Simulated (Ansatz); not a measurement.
System: Si₃N₄, space group P6_3/m (No. 176).

Input of the run:
```
crystal:
  lattice:
    - [7.663559112, 0.0, 0.0]
    - [-3.831779556, 6.6368368744, 0.0]
    - [0.0, 0.0, 2.9265208518]
  atoms:
    - { symbol: Si, position: [0.7689087242, 0.175006393, 0.3256278414] }
    - { symbol: Si, position: [0.5939023312, 0.7689087242, 0.8256278414] }
    - { symbol: Si, position: [0.824993607, 0.5939023312, 0.3256278414] }
    - { symbol: Si, position: [0.2310912758, 0.824993607, 0.8256278414] }
    - { symbol: Si, position: [0.4060976688, 0.2310912758, 0.3256278414] }
    - { symbol: Si, position: [0.175006393, 0.4060976688, 0.8256278414] }
    - { symbol: "N", position: [0.0308320463, 0.3299984447, 0.3256287738] }
    - { symbol: "N", position: [0.7008336016, 0.0308320463, 0.8256287738] }
    - { symbol: "N", position: [0.6700015553, 0.7008336016, 0.3256287738] }
    - { symbol: "N", position: [0.9691679537, 0.6700015553, 0.8256287738] }
    - { symbol: "N", position: [0.2991663984, 0.9691679537, 0.3256287738] }
    - { symbol: "N", position: [0.3299984447, 0.2991663984, 0.8256287738] }
    - { symbol: "N", position: [0.3333333333, 0.6666666667, -0.1743698454] }
    - { symbol: "N", position: [0.6666666667, 0.3333333333, 0.3256301546] }
basis:
  ecutwfc: 420
kpoints:
  mp_grid: { grid: [6, 6, 8] }
hamiltonian:
  xc: pbe
scf:
  occupations: { method: fixed }
output:
  eigenvalues: true
phonons:
  method: dfpt
  dielectric: true
  rigid_motions: translations
```

Run as:
```bash
ansatz run input.yaml --threads 4 --pin off --max-ram 12288MiB --backend cpu --events-out ev --progress --plain --runs-dir out
```

Calculation (Ansatz 0.2.0): infrared-active and silent optical phonons at the zone centre of an insulator with atoms at rest in the given cell, intensity summed over the level, zero macroscopic field, imaginary frequencies are negative, field response on a mesh refined by the program; PAW. Level: PBE, no spin polarisation.

- wave cutoff: 420 eV
- k mesh: 6×6×8
- occupations: fixed
- pressure: 0 GPa

What does the calculation give for the infrared spectrum of the zone-centre phonons?

The strongest infrared line is at 859.6 cm⁻¹, followed by 822.5 (59 % of it), 408.6 (11 % of it) and 547.7 (9 % of it).

```csv
frequency (cm⁻¹),degeneracy,infrared ((D/Å)²/amu)
176.6,2,0
198.0,1,0
218.8,2,0
240.8,1,0
262.7,1,0
296.6,2,0
356.1,1,8.37
393.0,1,0
408.6,2,26.1
429.6,2,0
440.4,1,0
538.1,1,0
547.7,2,21.9
594.5,2,0
629.9,1,0
701.6,1,0
822.5,1,137
831.8,2,0
835.2,2,0
849.1,1,0
859.6,2,233
891.9,2,0
904.7,1,0
992.8,2,11.5
1005.8,2,0
1026.8,1,0
```

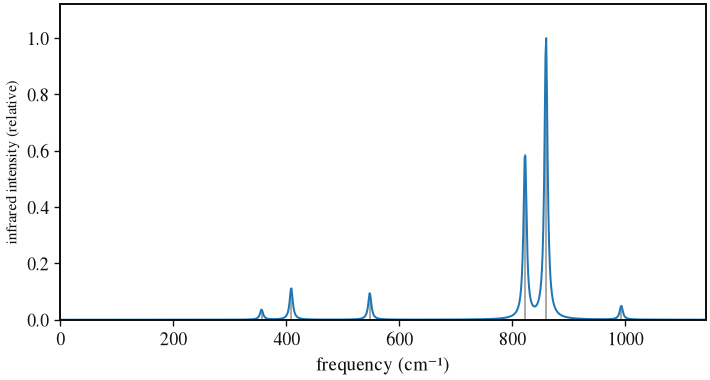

Lines are broadened by Lorentzians of 6.5 cm⁻¹ full width; the spectrum is scaled to its strongest line. These are zero-field (TO) frequencies; inactive modes don't show.

Caveats: structure snapped to symmetry; symmetry narrowed by fft grid.
